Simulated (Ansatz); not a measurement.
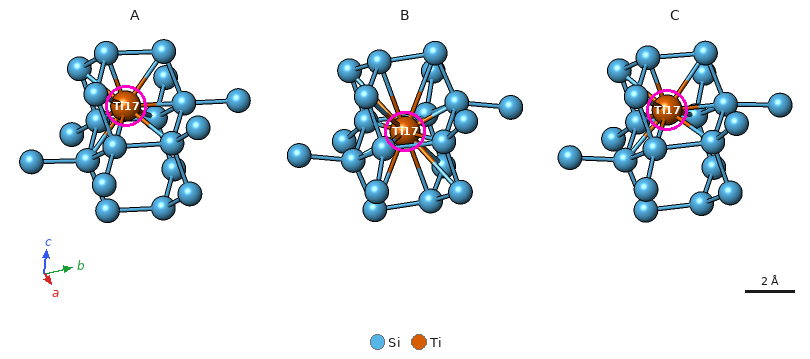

3 geometries from a converged minimum-energy path of Si with an interstitial Ti (17 atoms in the cell), shuffled. The picture is a ball-and-stick view of the atoms within 4.8 Å of the middle of the path, seen slightly off an axis. The moving atom is ringed, with any periodic copies. Bonds to atoms that aren't drawn are left out.

All numbers below come from Ansatz 0.2.0, DFT PBE-D3(BJ), scalar-relativistic, plane waves, PAW. Settings: plane-wave cutoff 420 eV; k-point mesh 2 × 2 × 2; Gaussian smearing 0.05 eV; 5 movable images; climbing image; force threshold 0.05 eV/Å; iteration limit 34; starting path by image-dependent pair potential.

Question: Which frame is the transition state?

Answer: B. In order along the path, whose images run from 0 to 6: B (image 3, +1.71 eV), C (image 5, +0.12 eV), A (image 6, 0.00 eV). The Ti atom travels furthest, 2.34 Å from end to end, along [−1 −1 3], on a straight line. At the highest image its nearest neighbour (Si) is 2.43 Å away, against 2.43 Å at the start, and the surrounding atoms stand up to 0.36 Å off the mean of their end positions.

Limits of the set-up: the k-point mesh is coarse for a cell with partly filled bands; the periodic images lie only 7.7 Å apart, so the values are limited by the cell's size.

The run took 8.5 min on 1 thread of Arm Neoverse V1 (shared host), peak memory 0.89 GiB.

PAW datasets: the set soft_1.
